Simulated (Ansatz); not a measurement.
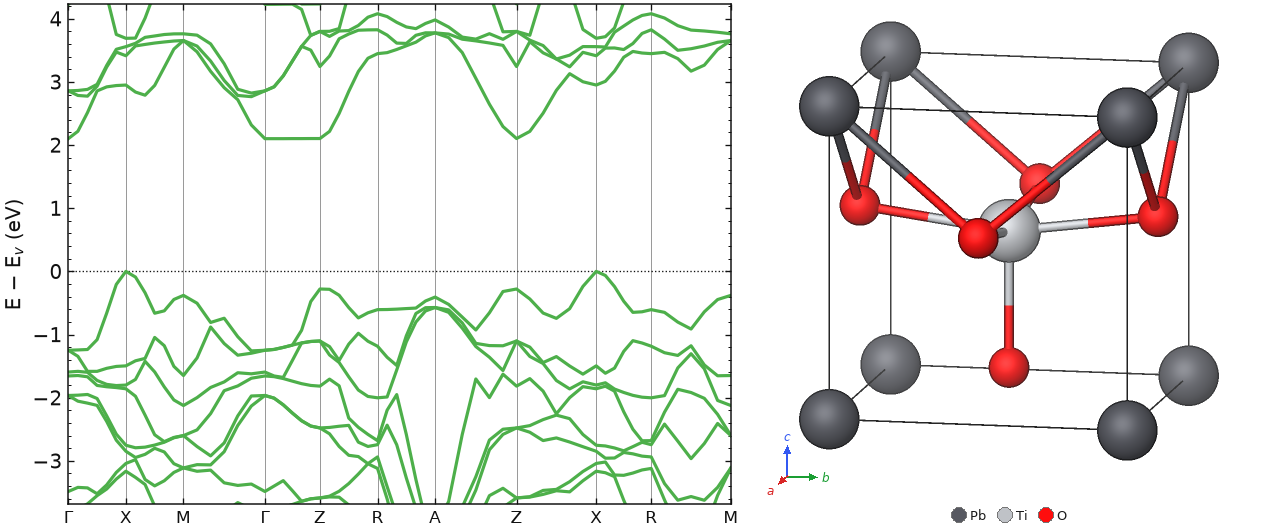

What does this figure show?

Band structure of TiPbO$_{3}$, space group P4mm, 5 atoms in the cell, a database entry, rescaled, beside the structure. Level of theory: DFT with r2SCAN, PAW plane waves, no spin polarisation, 7×7×6 k mesh, 500 eV cutoff, Fermi-Dirac smearing of 0.1 eV; code Ansatz. Energies are counted from the top of the valence band. The path runs straight from each named point to the next. The path has few k points, so lines between them are rough.

A semiconductor. The gap along this path is 2.10 eV and indirect, from the valence-band top at X to the conduction-band bottom at Γ; the smallest direct gap is 2.38 eV, at Z. The top valence level at X is a single band, not degenerate (spin aside). The top valence band spans 1.3 eV and the lowest conduction band 1.7 eV. The direct gaps are 2.95 eV at X, 4.05 eV at R and 4.04 eV at M.

The atoms aren't at rest in this cell (largest force 0.4 eV/Å), so the relaxed material can differ. The cell is at −6 GPa in this functional. Spin-orbit coupling is left out, which matters for Pb.
